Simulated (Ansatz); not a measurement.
## Geometry relaxation of Hf (part 1 of 2)

The run: geometry relaxation of Hf (P6₃/mmc, 2 atoms in the cell). Method and program: DFT r2SCAN, scalar-relativistic, plane waves, PAW, no spin polarisation (Ansatz 0.2.0).

The structure was made by swapping elements on the sites of another compound; it need not be a known phase. It belongs to a series of runs on one base structure; here: Ti -> Hf on all its sites, cell and atoms relaxed. Figures and captions count atoms from 1; the log counts them from 0 in places.

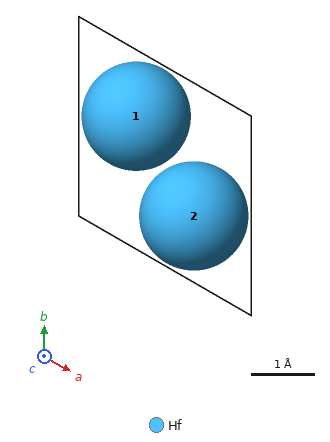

*The structure as given in the input (spheres-only view of the cell of the calculation, along the c axis; atoms are numbered from 1 in the order of the input). An atom can appear more than once, as a periodic image.*

Results in brief

| quantity | value |
| --- | --- |
| outcome | converged |
| space group (tolerance 0.01 Å) | P6₃/mmc (194) |
| electrons treated | 52 |
| free energy | −31466.1274 eV |
| Fermi energy | 19.855 eV |
| gap on the k-point mesh | none (metallic) |
| pressure | −0.04 GPa |
| final volume | 44.71 Å³ |
| largest force (length of the vector) at the end | under 0.001 eV/Å |
| final cell | a = 3.199 Å, b = 3.199 Å, c = 5.044 Å, α = 90.00°, β = 90.00°, γ = 120.00° |
| hardware | 1 thread of Intel Xeon @ 2.50GHz (Skylake/Cascade Lake), 189 GiB of memory available, shared host |
| wall time | 3.8 min |
| peak memory | 0.66 GiB |

Notes

Spin–orbit coupling is left out, which matters for Hf.

Input file
```yaml
crystal:
  lattice:
    - [3.1925553485, 0.0, 0.0]
    - [-1.5962776743, 2.7648340348, 0.0]
    - [0.0, 0.0, 5.0813089109]
  atoms:
    - { symbol: Hf, position: [0.3333333333, 0.6666666667, 0.25] }
    - { symbol: Hf, position: [0.6666666667, 0.3333333333, 0.75] }
basis:
  ecutwfc: 500
kpoints:
  mp_grid: { grid: [18, 18, 8] }
hamiltonian:
  xc: r2scan
scf:
  occupations: { method: gaussian, width: 0.1 }
output:
  forces: true
  stress: true
  eigenvalues: true
  write_density: true
  write_potential: true
  elf: true
  volumetric_format: npy
relax:
  adjacent_minimum: "off"
  f_tol: 0.01
  max_steps: 60
  cell: { stress_tol: 0.1 }
```

Command:
```bash
ansatz run input.yaml --threads 1 --pin off --max-ram 2560MiB --backend cpu --events-out ev --progress --plain --runs-dir out
```

Output
```
Engine: ansatz 0.2.0, x86_64-unknown-linux-gnu
Pseudopotentials: kind: paw
Pseudopotential: Hf, paw, valence charge 26, recommended cutoff 500 eV (meta_gga), Hf.paw.azcp
Functional definition: r2SCAN
  parameter k0 = 0.174
  parameter k1 = 0.065
  parameter a1 = 4.9479
  exchange = r2scan_x(k0 = k0, k1 = k1, a1 = a1)
  correlation = r2scan_c
Crystal: 2 atoms, lattice volume = 44.852 Å³
Basis set: ecut = 500 eV, 1117 PW (Γ), exchange–correlation on 96×96×160 points (64 copies of the dense FFT grid, shifted against one another)
Bands: 32, of which v1, the nominal top of the filled ones, is band 26 counted from 1 (25 counted from 0)
Symmetry: 24 space group operations
Space group: P63/mmc (ITA 194), of the structure as read, at distance tolerance 3.6e-5 Å
k-points: 185 of 2592
Non-local potential: Hf, projectors of the file, l = 0: 3, l = 1: 2, l = 2: 2, l = 3: 3
PAW form: soft (Blöchl's): semilocal exchange-correlation on the pseudo side does not see the compensation charge
PAW frozen core: Hf, regenerated for the run's functional (the file was generated under x = pbe(κ = 0.804, μ = 0.2195149727645171), c = pbe(β = 0.06672455060314922))
PAW one-centre angular grid: Hf, 974 points (default); XC on 160 Gauss nodes
Initial density: superposition of atomic densities (neutral atoms: chi_scale 0, normalization atom), corrected by the library's trained network
Initial wavefunctions: pseudopotential atomic-orbital guess
Functional: x = r2scan, c = r2scan; τ floored in thin density (d = 2e-4 eV/Å³)
SCF iter   1: F=—  HF=-31466.109102 eV  |F-HF|=—  |Δ(HF+E_count)|=         —  Δρ=8.96e-3  dr2=1.92e-2  dr2_τ=3.49e-2  ethr=1.77e-3  ⟨swp⟩=3.6  Hψ=18998  notcnv=0
preconditioner: auto → Kerker (q_TF=auto, 2.796 Å⁻¹)  [metal: Δε(μ)=0.015 eV  Ē_g=18.436 eV  σ=0.100 eV  W_gap=0.08  n_scr=22 (ndim 8)  ℏωp=38.4 eV  f_vac=0.000  D(μ)=1.33/eV (n_scr^D=8)]
SCF iter   2: F=—  HF=-31466.124098 eV  |F-HF|=—  |Δ(HF+E_count)|=   1.50e-2  Δρ=4.23e-3  dr2=5.12e-3  dr2_τ=1.69e-3  ethr=3.70e-5  ⟨swp⟩=2.6  Hψ=14689  notcnv=0  defer=229
SCF iter   3: F=—  HF=-31466.124344 eV  |F-HF|=—  |Δ(HF+E_count)|=   2.47e-4  Δρ=3.40e-3  dr2=3.26e-3  dr2_τ=2.89e-4  ethr=9.85e-6  ⟨swp⟩=2.1  Hψ=8749  notcnv=0  defer=229
SCF iter   4: F=—  HF=-31466.126037 eV  |F-HF|=—  |Δ(HF+E_count)|=   1.69e-3  Δρ=3.73e-4  dr2=5.29e-5  dr2_τ=1.10e-5  ethr=6.27e-6  ⟨swp⟩=2.0  Hψ=10167  notcnv=0  defer=229
SCF iter   5: F=—  HF=-31466.126028 eV  |F-HF|=—  |Δ(HF+E_count)|=   9.45e-6  Δρ=1.27e-4  dr2=8.29e-6  dr2_τ=6.34e-7  ethr=1.02e-7  ⟨swp⟩=2.0  Hψ=9118  notcnv=0  defer=229
SCF iter   6: F=—  HF=-31466.126028 eV  |F-HF|=—  |Δ(HF+E_count)|=   5.94e-7  Δρ=2.88e-5  dr2=3.38e-7  dr2_τ=7.59e-8  ethr=1.59e-8  ⟨swp⟩=2.0  Hψ=10520  notcnv=0  defer=229
SCF iter   7: F=-31466.126028 eV  HF=-31466.126028 eV  |F-HF|=9.23e-9  |Δ(HF+E_count)|=   7.33e-8  Δρ=8.73e-6  dr2=3.53e-8  dr2_τ=1.31e-9  ethr=1.92e-10  ⟨swp⟩=10.1  Hψ=39921  notcnv=0
SCF 1 converged in 7 iterations: F = -31466.126028 eV  dr2 = 3.53e-8
  greatest PAW one-centre occupation: 0.998 electrons in one spin orbital (limit 2), on the Hf atom at site 1 (counted from 0), in its partial waves of l = 3
relax step   1: F+E_penalty+E_count = -31466.12602824 eV  Δ(F+E_penalty+E_count) = +0.000e0 eV  max|allowed force component| = 1.758e-16 eV/Å  Δτ_max = 0.0000 Å  P = -0.400 GPa  Ω = 44.852 Å³  (7 SCF iters, dr2 threshold 1.00e-7 eV, accepted)
Crystal: 2 atoms, lattice volume = 44.460 Å³
Basis set: ecut = 500 eV, 1105 PW (Γ), exchange–correlation on 96×96×160 points (64 copies of the dense FFT grid, shifted against one another)
Initial density: handed on by an earlier stage of this run
Initial wavefunctions: those handed on with the density
iter 1 solved again at ethr=5.65e-7 eV; its pass at ethr=3.10e-3 eV (dr2=2.94e-4 eV) is discarded
SCF iter   1: F=—  HF=-31466.117727 eV  |F-HF|=—  |Δ(HF+E_count)|=         —  Δρ=1.05e-3  dr2=3.32e-4  dr2_τ=7.04e-3  ethr=5.65e-7  ⟨swp⟩=2.6  Hψ=31513  notcnv=0
preconditioner: auto → Kerker (q_TF=auto, 2.800 Å⁻¹)  [metal: Δε(μ)=0.016 eV  Ē_g=18.203 eV  σ=0.100 eV  W_gap=0.09  n_scr=22 (ndim 8)  ℏωp=38.6 eV  f_vac=0.000  D(μ)=1.25/eV (n_scr^D=2)]
SCF iter   2: F=—  HF=-31466.126659 eV  |F-HF|=—  |Δ(HF+E_count)|=   8.93e-3  Δρ=2.88e-4  dr2=1.51e-5  dr2_τ=2.23e-5  ethr=5.65e-7  ⟨swp⟩=2.4  Hψ=10854  notcnv=0
SCF iter   3: F=—  HF=-31466.126676 eV  |F-HF|=—  |Δ(HF+E_count)|=   1.74e-5  Δρ=1.93e-4  dr2=8.35e-6  dr2_τ=6.05e-7  ethr=2.90e-8  ⟨swp⟩=2.0  Hψ=6655  notcnv=0
SCF iter   4: F=—  HF=-31466.126684 eV  |F-HF|=—  |Δ(HF+E_count)|=   8.15e-6  Δρ=3.30e-5  dr2=4.31e-7  dr2_τ=4.54e-8  ethr=1.61e-8  ⟨swp⟩=2.0  Hψ=10580  notcnv=0
SCF iter   5: F=-31466.126684 eV  HF=-31466.126685 eV  |F-HF|=1.26e-7  |Δ(HF+E_count)|=   1.39e-7  Δρ=1.88e-5  dr2=1.57e-7  dr2_τ=4.70e-9  ethr=3.85e-10  ⟨swp⟩=9.9  Hψ=45469  notcnv=0
SCF 2 converged in 5 iterations: F = -31466.126684 eV  dr2 = 1.57e-7
  Residual-converged pass: ⟨swp⟩=1.1  Hψ=6679  notcnv=0  max |occ|·‖R‖ = 7.1e-9 eV (tolerance 1.0e-8 eV)  dr2=1.57e-7  dr2_τ=4.70e-9  dr2_onsite=1.98e-7  max |Δocc| = 9.6e-11
relax step   2: F+E_penalty+E_count = -31466.12668441 eV  Δ(F+E_penalty+E_count) = -6.562e-4 eV  max|allowed force component| = 1.018e-16 eV/Å  Δτ_max = 0.0000 Å  P = +0.603 GPa  Ω = 44.460 Å³  energy of the carried Pulay correction = +4.190e-5 eV  (5 SCF iters, dr2 threshold 2.00e-7 eV, accepted)
Crystal: 2 atoms, lattice volume = 44.711 Å³
iter 1 solved again at ethr=9.20e-8 eV; its pass at ethr=3.10e-3 eV (dr2=4.78e-5 eV) is discarded
SCF iter   1: F=—  HF=-31466.125387 eV  |F-HF|=—  |Δ(HF+E_count)|=         —  Δρ=4.26e-4  dr2=5.52e-5  dr2_τ=1.53e-3  ethr=9.20e-8  ⟨swp⟩=3.7  Hψ=31584  notcnv=0
preconditioner: auto → Kerker (q_TF=auto, 2.798 Å⁻¹)  [metal: Δε(μ)=0.042 eV  Ē_g=18.211 eV  σ=0.100 eV  W_gap=0.23  n_scr=22 (ndim 8)  ℏωp=38.5 eV  f_vac=0.000  D(μ)=1.26/eV (n_scr^D=2)]
SCF iter   2: F=—  HF=-31466.127385 eV  |F-HF|=—  |Δ(HF+E_count)|=   2.00e-3  Δρ=1.25e-4  dr2=3.76e-6  dr2_τ=3.90e-6  ethr=9.20e-8  ⟨swp⟩=2.8  Hψ=11079  notcnv=0
SCF iter   3: F=—  HF=-31466.127389 eV  |F-HF|=—  |Δ(HF+E_count)|=   3.61e-6  Δρ=8.43e-5  dr2=2.00e-6  dr2_τ=1.07e-7  ethr=7.24e-9  ⟨swp⟩=2.2  Hψ=7697  notcnv=0
SCF iter   4: F=—  HF=-31466.127390 eV  |F-HF|=—  |Δ(HF+E_count)|=   1.58e-6  Δρ=1.93e-5  dr2=9.50e-8  dr2_τ=3.16e-9  ethr=3.85e-10  ⟨swp⟩=6.8  Hψ=41813  notcnv=0
SCF iter   5: F=-31466.127390 eV  HF=-31466.127390 eV  |F-HF|=1.36e-8  |Δ(HF+E_count)|=   1.29e-7  Δρ=1.16e-5  dr2=5.44e-8  dr2_τ=3.83e-9  ethr=1.83e-10  ⟨swp⟩=8.2  Hψ=39900  notcnv=0
SCF 3 converged in 5 iterations: F = -31466.127390 eV  dr2 = 5.44e-8
  Residual-converged pass: ⟨swp⟩=1.0  Hψ=6667  notcnv=0  max |occ|·‖R‖ = 7.1e-9 eV (tolerance 1.0e-8 eV)  dr2=5.44e-8  dr2_τ=3.83e-9  dr2_onsite=1.08e-8  max |Δocc| = 1.4e-10
relax step   3: F+E_penalty+E_count = -31466.12739016 eV  Δ(F+E_penalty+E_count) = -7.057e-4 eV  max|allowed force component| = 2.961e-16 eV/Å  Δτ_max = 0.0000 Å  P = -0.040 GPa  Ω = 44.711 Å³  energy of the carried Pulay correction = +1.519e-5 eV  (5 SCF iters, dr2 threshold 2.00e-7 eV, accepted)
Initial wavefunctions: pseudopotential atomic-orbital guess (no wavefunctions were taken with the density)
iter 1 solved again at ethr=1.17e-8 eV; its pass at ethr=3.10e-3 eV (dr2=6.10e-6 eV) is discarded
SCF iter   1: F=—  HF=-31466.127377 eV  |F-HF|=—  |Δ(HF+E_count)|=         —  Δρ=1.22e-5  dr2=5.42e-8  dr2_τ=1.51e-8  ethr=1.17e-8  ⟨swp⟩=3.2  Hψ=36857  notcnv=0
preconditioner: auto → Kerker (q_TF=auto, 2.798 Å⁻¹)  [metal: Δε(μ)=0.039 eV  Ē_g=18.206 eV  σ=0.100 eV  W_gap=0.22  n_scr=22 (ndim 8)  ℏωp=38.5 eV  f_vac=0.000  D(μ)=1.27/eV (n_scr^D=2)]
SCF iter   2: F=—  HF=-31466.127376 eV  |F-HF|=—  |Δ(HF+E_count)|=   1.40e-6  Δρ=8.44e-6  dr2=2.85e-8  dr2_τ=8.57e-10  ethr=1.04e-10  ⟨swp⟩=2.0  Hψ=10630  notcnv=0
SCF iter   3: F=—  HF=-31466.127376 eV  |F-HF|=—  |Δ(HF+E_count)|=   1.85e-8  Δρ=3.88e-6  dr2=4.79e-9  dr2_τ=3.93e-10  ethr=5.48e-11  ⟨swp⟩=2.0  Hψ=10734  notcnv=0
SCF iter   4: F=—  HF=-31466.127376 eV  |F-HF|=—  |Δ(HF+E_count)|=   5.15e-9  Δρ=1.57e-6  dr2=8.05e-10  dr2_τ=8.03e-11  ethr=9.20e-12  ⟨swp⟩=2.0  Hψ=10727  notcnv=0
SCF iter   5: F=—  HF=-31466.127376 eV  |F-HF|=—  |Δ(HF+E_count)|=  6.55e-11  Δρ=3.62e-7  dr2=6.52e-11  dr2_τ=3.69e-12  ethr=1.00e-12  ⟨swp⟩=4.8  Hψ=32234  notcnv=0
SCF iter   6: F=-31466.127376 eV  HF=-31466.127376 eV  |F-HF|=7.28e-12  |Δ(HF+E_count)|=  1.46e-11  Δρ=9.14e-8  dr2=2.20e-12  dr2_τ=9.47e-13  ethr=1.00e-12  ⟨swp⟩=5.6  Hψ=26252  notcnv=0
SCF 4 converged in 6 iterations: F = -31466.127376 eV  dr2 = 2.20e-12
relax step   4: F+E_penalty+E_count = -31466.12737609 eV  Δ(F+E_penalty+E_count) = +1.407e-5 eV  max|allowed force component| = 2.729e-16 eV/Å  Δτ_max = 0.0000 Å  P = -0.039 GPa  Ω = 44.711 Å³  stress off target by 3.98e-2 GPa  SCF on the basis re-selected at this cell (its energy is not comparable with the rows above)  (6 SCF iters)
```

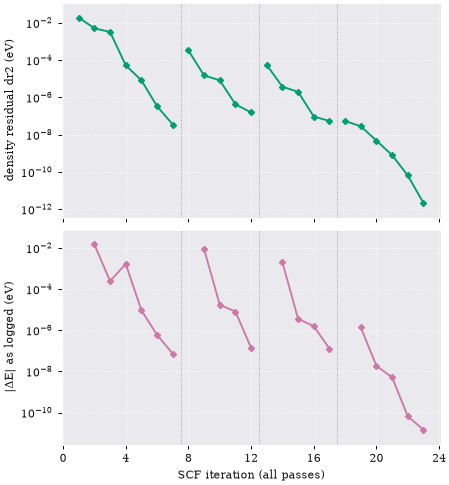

*Convergence of the self-consistent field: density residual dr2 and size of the energy change against the SCF iteration. The dotted lines part the SCF passes of the relaxation: geometry steps, rejected trials and re-solves on a re-selected basis.*

The passes take 7, 5, 5 and 6 iterations.

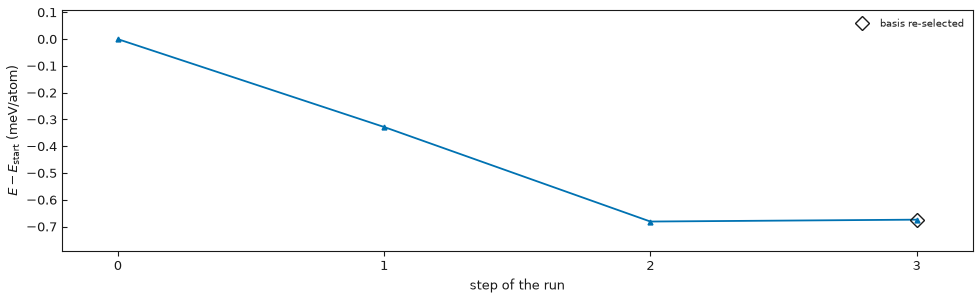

*Progress of the relaxation, step by step (the first geometry is step 0 here and step 1 in the log).*
